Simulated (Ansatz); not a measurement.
```
CELL_PARAMETERS angstrom
3.30381 0.00000 0.00000
-1.65190 2.86118 0.00000
0.00000 0.00000 13.35591
ATOMIC_POSITIONS crystal
W 0.66667 0.33333 0.75000
W 0.33333 0.66667 0.25000
Se 0.33333 0.66667 0.87447
Se 0.66667 0.33333 0.37447
Se 0.33333 0.66667 0.62553
Se 0.66667 0.33333 0.12553
```

Space group P6₃/mmc; a structure from a database of computed crystals, not necessarily the ambient phase; changed on purpose from its base cell (equal strain along all axes, cell held, atoms relaxed: +1.0 %).

The calculation used Ansatz, DFT PBEsol, scalar-relativistic, plane waves, PAW.

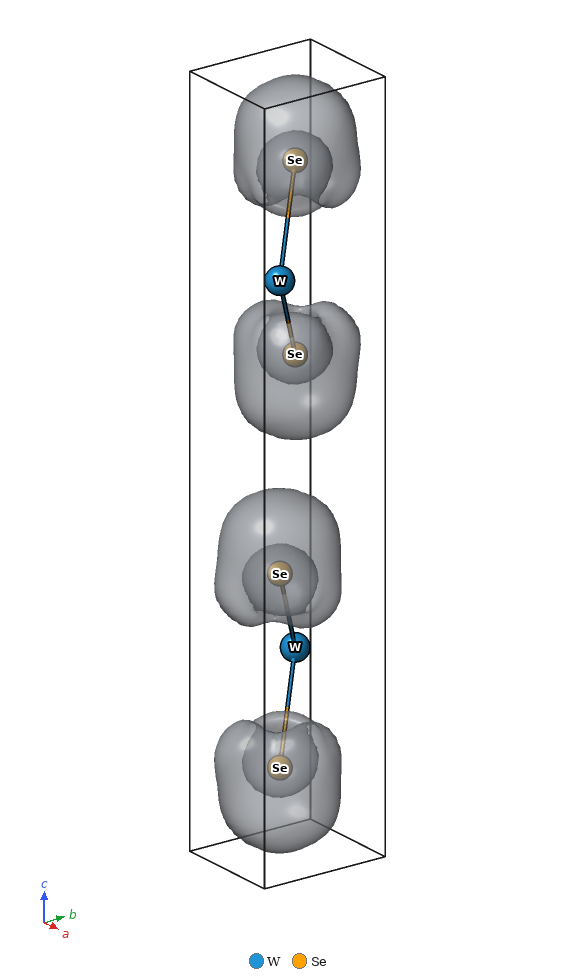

WSe2. Isosurface of the ELF at 0.7 (grey), seen slightly off an axis. Core shells and regions of very low density are left out. Sticks mark near contacts.

Core electrons are frozen (PAW), and the valence fields are smoothed inside the atomic spheres.

Question: Describe the localisation domains.

Answer: The surface consists of four regions wrapped around Se (the valence shell of each), counted in one cell of 6 atoms. Regions shared between cells count once. Profiles from the grid: W–Se (2.53 Å): the ELF is about 0.55 at the midpoint.

Question: Metal or insulator at this level of theory?

Answer: It is gapped, with a Kohn–Sham gap of 1.1 eV on the k-point mesh, an upper bound to the gap of this method.
